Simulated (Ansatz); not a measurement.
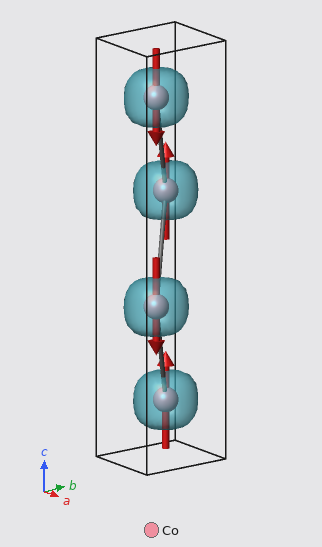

Figure. Co. Isosurface of the size of the magnetisation density at 0.2 e/Å³ (cyan), with the spin moments of the magnetic sites as arrows; seen slightly off an axis.

Space group P6₃/mmc; computed pressure about −10 GPa in this cell; with non-collinear spins.

Computed with DFT, PBE, PAW, plane waves, scalar-relativistic in Ansatz.

Q: How are the spin moments arranged, and how large are they?

A: Spin moments: Co 1.0 μB. They are collinear, and cancel (antiferromagnetic), along [0 0 1] of the cell.
